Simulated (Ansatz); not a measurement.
**Geometry relaxation of ZnSe (part 2 of 2)**

ZnSe (8 atoms in the cell); DFT PBE, scalar-relativistic, plane waves, PAW, no spin polarisation (Ansatz 0.2.0); cutoff 420 eV, 4×4×8 k-mesh, Gaussian smearing of 0.02 eV. The structure was made by a generator, so it may or may not be a known phase.

Geometry of the input (Å; fractional positions):
```
6.9444  0.0000  0.0000
0.0000  6.9444  0.0000
0.0000  0.0000  3.8514
Zn 0.6692  0.6692  0.5000
Zn 0.1692  0.8308  0.2500
Zn 0.3308  0.3308  0.0000
Zn 0.8308  0.1692  0.7500
Se 0.8307  0.8307  0.0000
Se 0.3307  0.6693  0.7500
Se 0.1693  0.1693  0.5000
Se 0.6693  0.3307  0.2500
```

Output, continued:
```
  k-point 0: bands = ["-40.2592", "-40.2592", "-40.2590", "-40.2589", "-40.2543", "-40.2541", "-40.2541", "-40.2541", "-40.2183", "-40.2183", "-40.2183", "-40.2183", "-40.2102", "-40.2102", "-40.2102", "-40.2099", "-40.1997", "-40.1994", "-40.1994", "-40.1994", "-6.6144", "-5.7441", "-5.7441", "-5.5779", "-0.1050", "-0.0449", "-0.0449", "-0.0069", "0.1328", "0.1531", "0.2054", "0.2054", "0.2582", "0.2630", "0.2630", "0.2814", "0.2960", "0.2997", "0.3114", "0.3114", "0.3516", "0.3903", "0.4868", "0.4868", "1.4884", "2.3976", "2.3976", "2.9543", "4.3379", "5.7008", "5.7008", "5.9901", "6.1196", "6.3364", "6.3364", "6.4490", "7.2975", "9.7176", "9.7176", "10.7886", "11.3612", "11.3612", "12.5405", "12.6085", "13.1199", "13.2197", "13.2197", "13.7449"]
  k-point 1: bands = ["-40.2592", "-40.2591", "-40.2590", "-40.2589", "-40.2542", "-40.2541", "-40.2541", "-40.2541", "-40.2183", "-40.2183", "-40.2182", "-40.2182", "-40.2102", "-40.2102", "-40.2102", "-40.2100", "-40.1997", "-40.1995", "-40.1994", "-40.1994", "-6.5313", "-5.7067", "-5.6987", "-5.5436", "-0.0640", "-0.0455", "-0.0081", "0.0471", "0.0680", "0.1813", "0.1844", "0.2083", "0.2380", "0.2633", "0.2846", "0.2978", "0.3035", "0.3048", "0.3056", "0.3120", "0.3363", "0.3956", "0.4819", "0.5094", "1.5556", "2.1276", "2.6911", "3.0375", "4.4512", "4.8907", "5.0618", "5.3473", "5.3744", "6.1527", "6.3488", "6.6133", "8.3944", "9.3853", "10.5937", "11.2613", "11.4952", "11.6231", "11.9039", "12.3901", "12.5910", "12.8390", "13.3555", "13.5212"]
  k-point 2: bands = ["-40.2593", "-40.2591", "-40.2591", "-40.2589", "-40.2542", "-40.2541", "-40.2540", "-40.2540", "-40.2182", "-40.2182", "-40.2181", "-40.2181", "-40.2102", "-40.2102", "-40.2102", "-40.2100", "-40.1997", "-40.1995", "-40.1994", "-40.1994", "-6.3033", "-5.6287", "-5.5821", "-5.4607", "-0.0266", "-0.0215", "0.0010", "0.0687", "0.1566", "0.1764", "0.1810", "0.1938", "0.2417", "0.2545", "0.2742", "0.2957", "0.2962", "0.3041", "0.3254", "0.3437", "0.3545", "0.4394", "0.4868", "0.5431", "1.7499", "1.7914", "2.9352", "3.0639", "4.1826", "4.1916", "4.3783", "4.3848", "4.7467", "5.5354", "6.0733", "6.5729", "9.1798", "9.6775", "10.3904", "10.7523", "10.8054", "11.5281", "12.1100", "12.8796", "12.9755", "13.7573", "13.9452", "14.1227"]
  k-point 29: bands = ["-40.2592", "-40.2592", "-40.2592", "-40.2592", "-40.2539", "-40.2539", "-40.2539", "-40.2539", "-40.2180", "-40.2180", "-40.2180", "-40.2180", "-40.2102", "-40.2102", "-40.2102", "-40.2102", "-40.1995", "-40.1995", "-40.1995", "-40.1995", "-5.5519", "-5.5519", "-5.5519", "-5.5519", "0.0365", "0.0365", "0.0365", "0.0365", "0.1681", "0.1681", "0.1681", "0.1681", "0.2460", "0.2460", "0.2460", "0.2460", "0.3611", "0.3611", "0.3611", "0.3611", "0.4846", "0.4846", "0.4846", "0.4846", "1.7899", "1.7899", "1.7899", "1.7899", "4.5108", "4.5108", "4.5108", "4.5108", "5.4625", "5.4625", "5.4625", "5.4625", "9.0987", "9.0987", "9.0987", "9.0987", "11.1833", "11.1833", "11.1833", "11.1833", "13.8233", "13.8233", "13.8233", "13.8233"]
--- Relaxed structure (2 steps of the walk, 2 accepted, 1 SCFs on fresh bases) ---
  F+E_penalty+E_count = -35156.62105667 eV   max|allowed force component| = 3.944e-3 eV/Å   (the final SCF, on the basis selected at the relaxed cell)
  cell:  # Å, volume = 185.7240 Å³
    - [6.944551817585464, 0.0, 0.0]
    - [0.0, 6.944551817585464, -2.3441191712780013e-34]
    - [0.0, -1.3000560701583312e-34, 3.85105365463731]
  atoms:
    - { symbol: Zn, position: [0.6693687928205388, 0.6693687928205388, 0.5000000000000001] }
    - { symbol: Zn, position: [0.16936879282053893, 0.8306312071794612, 0.25000000000000006] }
    - { symbol: Zn, position: [0.33063120717946115, 0.33063120717946115, -2.8128484785787557e-35] }
    - { symbol: Zn, position: [0.8306312071794612, 0.16936879282053893, 0.7500000000000002] }
    - { symbol: Se, position: [0.83097324457707, 0.83097324457707, 9.376161595262515e-36] }
    - { symbol: Se, position: [0.33097324457707, 0.6690267554229301, 0.7500000000000002] }
    - { symbol: Se, position: [0.16902675542293, 0.16902675542293, 0.5000000000000001] }
    - { symbol: Se, position: [0.6690267554229301, 0.33097324457707, 0.25000000000000006] }
```

Trajectory as extended XYZ (Å, eV, eV/Å), 3 frames, from step=1 to step=3:
```
8
Lattice="6.9444 0.0000 0.0000 0.0000 6.9444 0.0000 0.0000 0.0000 3.8514" Properties=species:S:1:pos:R:3:forces:R:3 step=1 energy=-35156.62101 pressure_GPa=0.00
Zn    4.6475    4.6475    1.9257   -0.0077  -0.0077   0.0000
Zn    1.1753    5.7691    0.9628   -0.0077   0.0077   0.0000
Zn    2.2969    2.2969    0.0000    0.0077   0.0077   0.0000
Zn    5.7691    1.1753    2.8885    0.0077  -0.0077   0.0000
Se    5.7688    5.7688    0.0000    0.0106   0.0106   0.0000
Se    2.2966    4.6478    2.8885    0.0106  -0.0106   0.0000
Se    1.1756    1.1756    1.9257   -0.0106  -0.0106   0.0000
Se    4.6478    2.2966    0.9628   -0.0106   0.0106   0.0000
8
Lattice="6.9446 0.0000 0.0000 0.0000 6.9446 0.0000 0.0000 0.0000 3.8511" Properties=species:S:1:pos:R:3:forces:R:3 step=2 energy=-35156.62106 pressure_GPa=0.01
Zn    4.6485    4.6485    1.9255   -0.0039  -0.0039   0.0000
Zn    1.1762    5.7684    0.9628   -0.0039   0.0039   0.0000
Zn    2.2961    2.2961    0.0000    0.0039   0.0039   0.0000
Zn    5.7684    1.1762    2.8883    0.0039  -0.0039   0.0000
Se    5.7707    5.7707    0.0000    0.0009   0.0009   0.0000
Se    2.2985    4.6461    2.8883    0.0009  -0.0009   0.0000
Se    1.1738    1.1738    1.9255   -0.0009  -0.0009   0.0000
Se    4.6461    2.2985    0.9628   -0.0009   0.0009   0.0000
8
Lattice="6.9446 0.0000 0.0000 0.0000 6.9446 0.0000 0.0000 0.0000 3.8511" Properties=species:S:1:pos:R:3:forces:R:3 step=3 energy=-35156.62106 pressure_GPa=0.01
Zn    4.6485    4.6485    1.9255   -0.0039  -0.0039   0.0000
Zn    1.1762    5.7684    0.9628   -0.0039   0.0039   0.0000
Zn    2.2961    2.2961    0.0000    0.0039   0.0039   0.0000
Zn    5.7684    1.1762    2.8883    0.0039  -0.0039   0.0000
Se    5.7707    5.7707    0.0000    0.0009   0.0009   0.0000
Se    2.2985    4.6461    2.8883    0.0009  -0.0009   0.0000
Se    1.1738    1.1738    1.9255   -0.0009  -0.0009   0.0000
Se    4.6461    2.2985    0.9628   -0.0009   0.0009   0.0000
```

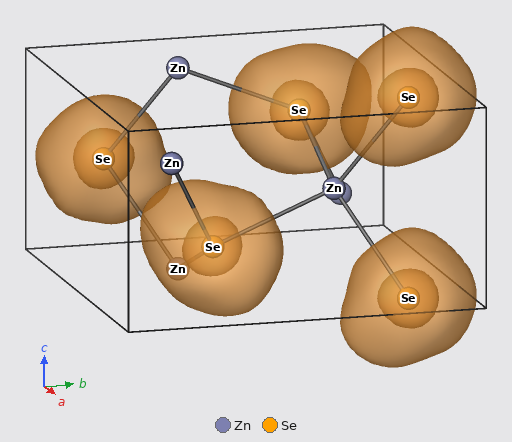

**Figure 1.** Isosurface of the electron localisation function at 0.65 (orange), seen slightly off an axis. Only the valence region is drawn (cores and ρ < 0.01 e/Å³ removed). Sticks mark near contacts. The outline is the cell set on symmetry axes. Values along the shortest contacts: Zn–Se (2.50 Å): the ELF is about 0.60 at the midpoint. Zn–Se (2.54 Å): the ELF is about 0.60 at the midpoint. In a PAW calculation such maps are meaningful between the atoms, not at the nuclei.

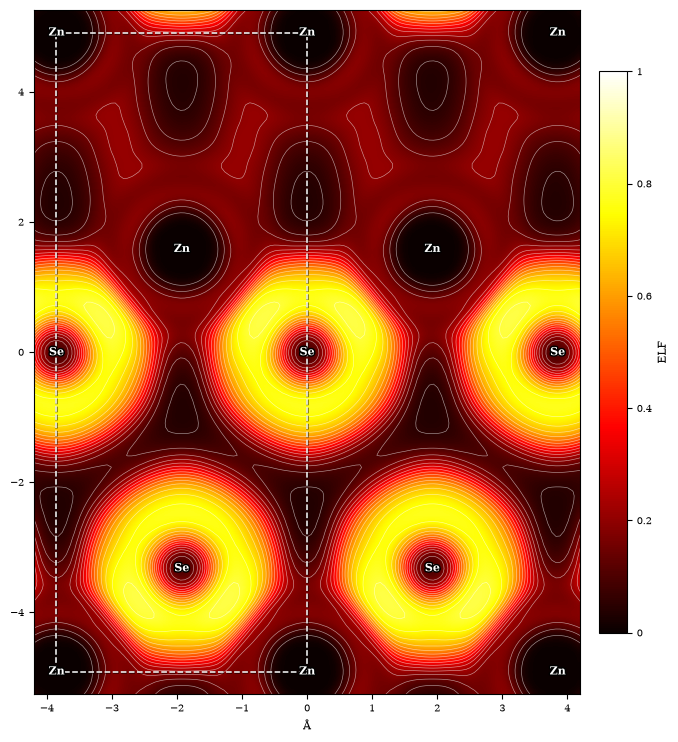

**Figure 2.** ELF on the (11̄0) plane of the conventional cell. The section cuts through Zn and Se sites. Zn–Se (2.50 Å): the ELF is about 0.60 at the midpoint.

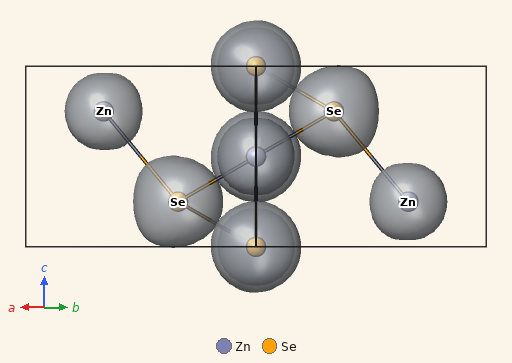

**Figure 3.** Isosurface of the valence charge density (pseudo) at 0.6 e/Å³ (grey), seen along [110]. Sticks mark near contacts. The outline is the cell set on symmetry axes. At this value the density breaks into separate islands; it holds about 80 % of the electrons treated as valence. It is pinched off along the Zn–Se (2.50 Å) and Zn–Se (2.54 Å) contacts. On the grid the lowest density along these lines, outside the cores, is 0.39 e/Å³ (Zn–Se, 2.50 Å) and 0.36 e/Å³ (Zn–Se, 2.54 Å).

Results in brief:

| quantity | value |
| --- | --- |
| outcome | converged |
| space group (tolerance 0.01 Å) | P4₁2₁2 (92) |
| electrons treated | 112 |
| free energy | −35156.6211 eV |
| Fermi energy | 6.956 eV |
| gap on the k-point mesh | 0.68 eV |
| pressure | 0.01 GPa |
| final volume | 185.72 Å³ |
| largest force (length of the vector) at the end | 0.006 eV/Å |
| final cell | a = 6.945 Å, b = 6.945 Å, c = 3.851 Å, α = 90.00°, β = 90.00°, γ = 90.00° |
| wall time | 2.2 min |
| peak memory | 0.57 GiB |
